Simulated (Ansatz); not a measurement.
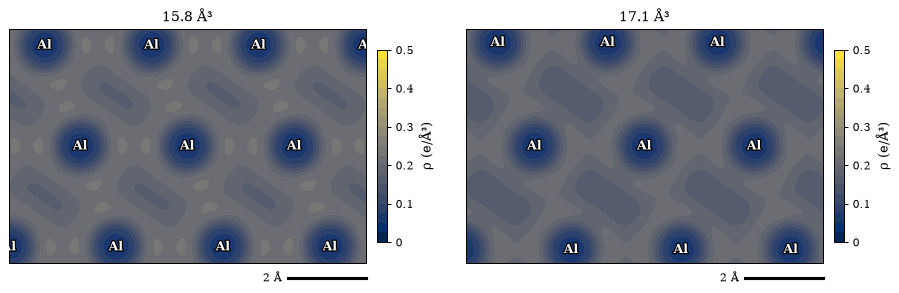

Al. The valence pseudo-density of cells scaled evenly to different volumes (given per atom above each panel), on the (100) plane of each (indices in the axes of the cell below), at one length scale and on one colour scale.

A structure from a database of computed crystals, not necessarily the ambient phase.

The calculation used Ansatz, Kohn-Sham DFT of a periodic cell, PBE0, Ansatz PAW.

Core electrons are frozen (PAW), and the valence fields are smoothed inside the atomic spheres.

The largest cell:

```
Al
1.0
    -1.62243    1.62243    1.62243
     1.62243   -1.62243    1.62243
     1.62243    1.62243   -1.62243
Al
1
Direct
  0.00000 0.00000 0.00000
```

| volume (Å³/atom) | Al–Al contact in the plane (Å) | ρ at its midpoint (e/Å³) | pressure (GPa) | 
| --- | --- | --- | --- |
| 15.79 | 2.738 | 0.221 | 5.2 | 
| 16.12 | 2.756 | ? | ? | 
| 17.08 | 2.810 | 0.203 | −1.5 | 

What values belong in the row with question marks?

Answer. Over the known rows ln ρ falls by 1.18 per Å of Al–Al distance (the line through the two), which gives 0.216 e/Å³ at 2.756 Å; the calculation gives 0.216 e/Å³. For the pressure, a straight line in volume between the neighbouring rows gives 3.5 GPa; the calculation gives 3.2.
